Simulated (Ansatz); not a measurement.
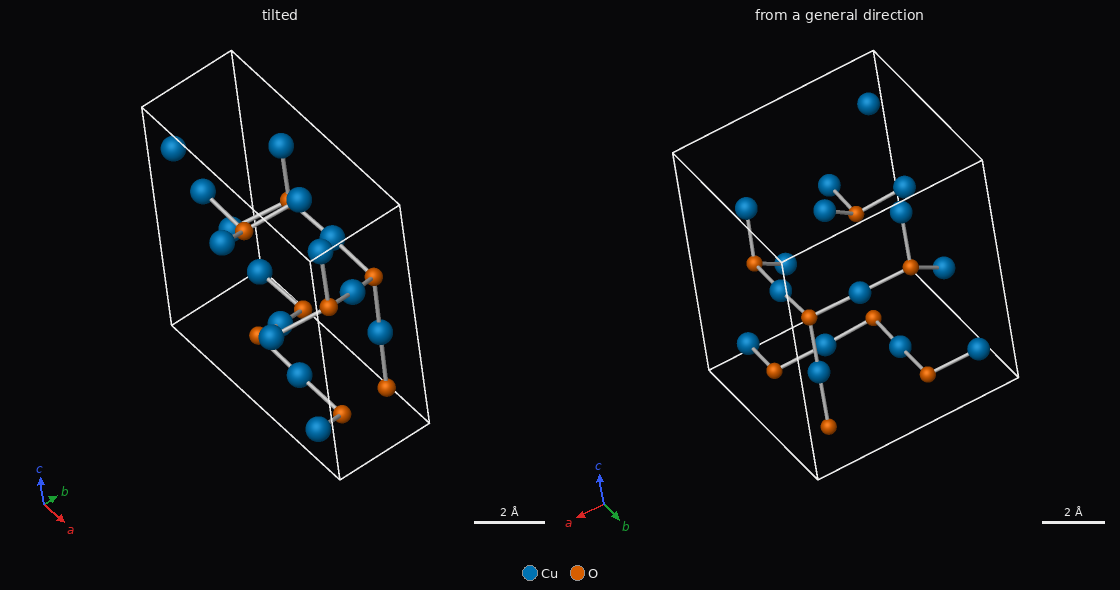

A ball-and-stick picture of a crystal structure, seen slightly off an axis and from a general direction. Lines trace the edges of the supercell. The host is Cu$_{2}$O, in a cell of 24 sites, and the cell is neutral.

Question: What imperfection does the supercell contain?

Answer: A copper vacancy. Around the empty site lie two O at about 1.8 Å.

Run with DFT PBE, scalar-relativistic, plane waves, PAW (Ansatz 0.2.0) and these settings: a cutoff energy of 420 eV, a 3×3×3 grid in reciprocal space, Gaussian smearing of 0.02 eV, collinear spins.

Question: Does the defect leave unpaired spin?

Answer: No net moment.

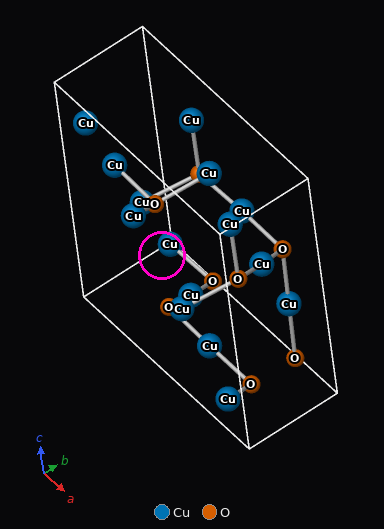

The same cell with a ring at the defect's site.

The atoms were relaxed in the host's cell with DFT PBE, scalar-relativistic, plane waves, PAW in Ansatz 0.2.0.
